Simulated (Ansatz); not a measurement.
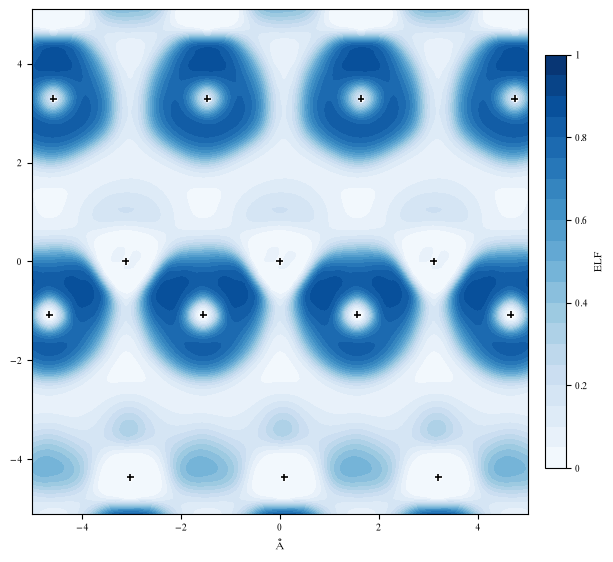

The electron localisation function on a plane through atoms (crosses mark nuclei in the plane).

All numbers below come from DFT PBEsol, scalar-relativistic, plane waves, PAW in Ansatz.

Candidates:
A. AlN, a = 3.11 Å, b = 5.39 Å, c = 5.88 Å, α = 117.32°, β = 105.36°, γ = 90.00°. Space group P2₁.
B. Al₂Ru, a = 4.70 Å, b = 7.98 Å, c = 8.77 Å, α = 90.00°, β = 90.00°, γ = 90.00°. Space group Fddd; a structure from a database of computed crystals, not necessarily the ambient phase; computed without spin polarisation.

Question: Which candidate gave the map?

Answer: Candidate A: AlN on the (011) plane of the calculation cell, which holds Al and N. Al–N (1.89 Å): the ELF peaks at about 0.90 between the atoms, as expected for a polar covalent bond.
